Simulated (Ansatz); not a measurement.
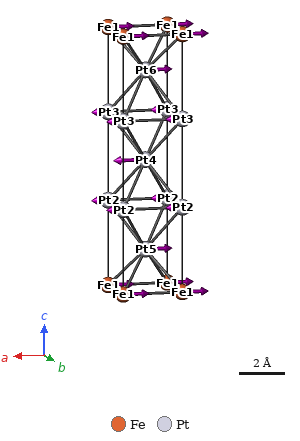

The lowest optical mode of crystalline FePt$_{5}$ (a generated structure), space group P4/mmm (No. 123), at the zone centre. The purple arrows give the relative displacements of the atoms. The picture is a ball-and-stick view of the cell of the calculation, seen from a free direction.

Level of theory: DFT PBE, scalar-relativistic, plane waves, PAW in Ansatz.

Input file:
```yaml
crystal:
  lattice:
    - [2.7669050267, 0.0, 0.0]
    - [0.0, 2.7669050267, 0.0]
    - [0.0, 0.0, 11.8477796897]
  atoms:
    - { symbol: Fe, position: [0.0, 0.0, 0.0], spin: 3.34 }
    - { symbol: Pt, position: [0.0, 0.0, 0.3286584039] }
    - { symbol: Pt, position: [0.0, 0.0, 0.6713415961] }
    - { symbol: Pt, position: [0.5, 0.5, 0.5] }
    - { symbol: Pt, position: [0.5, 0.5, 0.1526054351], spin: 0.32 }
    - { symbol: Pt, position: [0.5, 0.5, 0.8473945649], spin: 0.32 }
basis:
  ecutwfc: 420
kpoints:
  mp_grid: { grid: [14, 14, 4] }
hamiltonian:
  xc: pbe
scf:
  occupations: { method: gaussian, width: 0.2 }
output:
  eigenvalues: true
  populations: true
magnetization:
  spin_polarized: true
phonons:
  method: dfpt
  eigenvectors: true
```

Launched with:
```bash
ansatz run input.yaml --threads 4 --pin off --max-ram 8192MiB --backend cpu --events-out ev --progress --plain --runs-dir out
```

The frequencies depend somewhat on the k-mesh and the smearing.

**Is the structure stable against all modes at this point?**

Yes: this softest mode has a real frequency, and so have all others here. That speaks for this wave vector alone: the rest of the zone wasn't checked in this run. This is the E_u mode (doubly degenerate; one member of the set is drawn) at 51 cm⁻¹, the lowest optical level, infrared-active by symmetry. The Pt (1d) and Pt (2g) sublattices move against the Pt (2h) and Fe sublattices, along a; the kinetic energy is shared as Pt 94 %, Fe 6 %. The crystal is a metal, so free carriers screen the infrared response.
